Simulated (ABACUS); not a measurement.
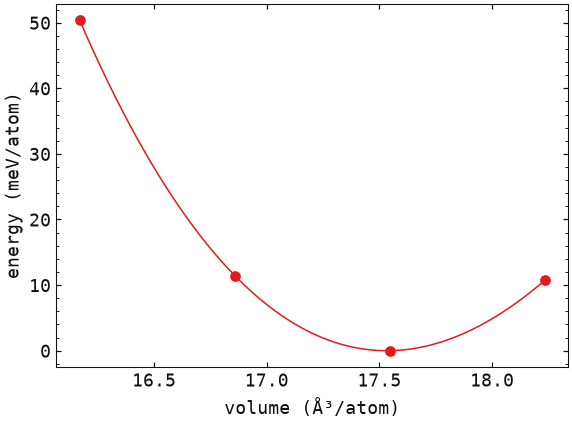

The figure shows the energy against volume for Al₂Pt, space group Fm-3m (No. 225).

Starting cell:
```yaml
crystal:
  lattice:
    - [0.00000, 2.95500, 2.95500]
    - [2.95500, 0.00000, 2.95500]
    - [2.95500, 2.95500, 0.00000]
  atoms:
    - { symbol: Pt, position: [0.00000, 0.00000, 0.00000] }
    - { symbol: Al, position: [0.75000, 0.75000, 0.75000] }
    - { symbol: Al, position: [0.25000, 0.25000, 0.25000] }
```

Computed with ABACUS 3.10.1: DFT in plane waves or numerical atomic orbitals with pseudopotentials, no spin polarisation; energies at scaled volumes of the given cell, shape and fractions fixed, counted from the fit's minimum, third-order Birch-Murnaghan fit. Level: PBE.

- k mesh: 6×6×6
- occupations: Fermi–Dirac
- smearing width: 0.05 eV
- potentials: PseudoDojo NC SR 0.4.1 PBE standard
- wave cutoff: 1361 eV
- density cutoff: 5442 eV
- program settings: basis TZDP

From this curve and the settings, what does the calculation give for the pressure at the same points?

The pressure falls from 12.73 GPa at volume 16.17 Å³/atom to −4.73 GPa at 18.23 Å³/atom, and changes sign near 17.53 Å³/atom.

```json
{"volume (Å³/atom)": "16.17", "pressure (GPa)": "12.73"}
{"volume (Å³/atom)": "16.86", "pressure (GPa)": "5.64"}
{"volume (Å³/atom)": "17.55", "pressure (GPa)": "-0.10"}
{"volume (Å³/atom)": "18.23", "pressure (GPa)": "-4.73"}
```

Note: home made orbitals; spin-orbit coupling left out, heavy elements.
